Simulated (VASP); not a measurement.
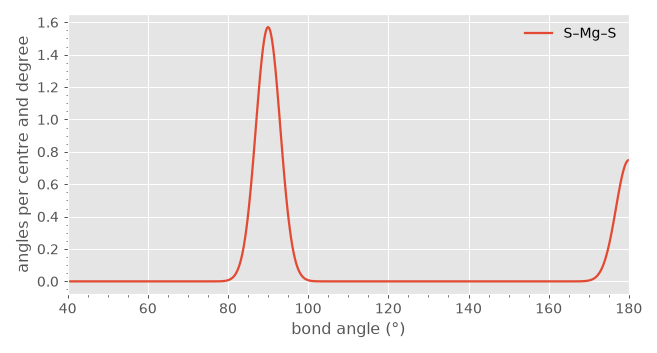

Bond-angle distributions computed from the structure of MgS; each angle is a Gaussian of σ = 3.0°. Bonds counted: Mg–S up to 3.00 Å. Structure used: an entry of the Crystallography Open Database, as set up for an electronic-structure calculation.

**Give the groups of angles for each curve.**

S–Mg–S: 89–91° (12 per centre); 179–180° (3 per centre)

**What coordination geometry do the angles point to, counting the bonds named above alone?**

Mg has 6 S neighbours in an octahedral arrangement.

The structure has space group I4mm (No. 107); other forms of this composition would give other results.
